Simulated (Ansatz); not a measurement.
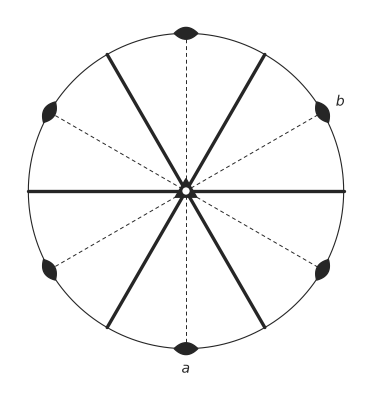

Stereographic projection: heavy lines are mirror planes (a heavy rim: a mirror in the plane of the page); lens, triangle, square and hexagon are 2-, 3-, 4- and 6-fold axes, a lens in an open square is −4, a triangle in an open hexagon −6; thin dashed diameters join the ends of axes that lie in the page; a small open circle marks inversion. The c axis points at the viewer. Computed from the symmetry operations of a computed or model structure of composition PtS2.

Name the crystal class.

Answer. -3m (D3d), order 12, trigonal system: one threefold axis, three twofold axes, three mirror planes, an inversion centre.

Can such a crystal be piezoelectric, pyroelectric or chiral?

Answer. It is centrosymmetric, so neither piezoelectric nor pyroelectric; it is not chiral.
